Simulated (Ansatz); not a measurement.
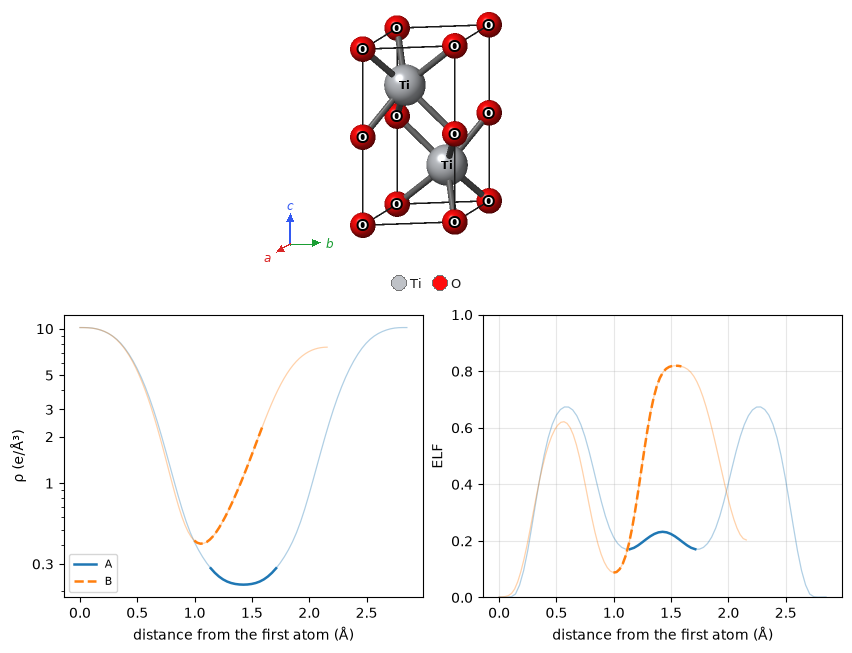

*TiO. Valence electron density and ELF along straight lines between neighbouring atoms. Thin, pale parts lie inside the atomic spheres. The structure is drawn too.*

Space group P6₃/mmc; a structure from a database of computed crystals, not necessarily the ambient phase; computed pressure about −10 GPa in this cell.

All numbers below come from Kohn-Sham DFT of a periodic cell, PBEsol, Ansatz PAW in Ansatz.

In a PAW calculation such maps are meaningful between the atoms, not at the nuclei.

Input

```
crystal:
  lattice:
    - [2.8516080131, 0.0, 0.0]
    - [-1.4258040066, 2.469564981, 0.0]
    - [0.0, 0.0, 5.567503]
  atoms:
    - { symbol: Ti, position: [0.6666666667, 0.3333333333, 0.75] }
    - { symbol: Ti, position: [0.3333333333, 0.6666666667, 0.25] }
    - { symbol: O, position: [0.0, 0.0, 0.5] }
    - { symbol: O, position: [0.0, 0.0, 0.0] }
hamiltonian:
  xc: pbesol
  pseudopotentials: { kind: paw }
kpoints:
  mp_grid: { grid: [10, 10, 4] }
scf:
  occupations: { method: fermi_dirac, width: 0.05 }
  n_extra_bands: 10
output:
  forces: true
  stress: true
  eigenvalues: true
  dos: { projected: false, de: 0.05, nscf_kmesh: { grid: [15, 15, 6] } }
  write_density: true
  write_potential: true
  elf: true
  volumetric_format: npy
```

Run with:

```sh
ansatz run input.yaml --threads 2 --pin off --max-ram 5632MiB --backend cpu --events-out ev --progress --plain --runs-dir out
```

Below, planes, directions and counts refer to the conventional cell (a = 2.85 Å, b = 2.85 Å, c = 5.57 Å, α = 90.00°, β = 90.00°, γ = 120.00°).

Q: Which curve belongs to which contact (Ti–O and Ti–Ti)? The first atom named is at distance zero.

A: Curve A: Ti–Ti (2.85 Å): the density is about 0.22 e/Å³ at the midpoint; the ELF is about 0.25 at the midpoint: no localised pair shows between them. Curve B: Ti–O (2.16 Å): the density is about 0.41 e/Å³ at the midpoint; the ELF peaks at about 0.80 in the valence shell of O, 0.6 Å from its nucleus, and is about 0.10 at the midpoint: no shared electron pair shows on this line.
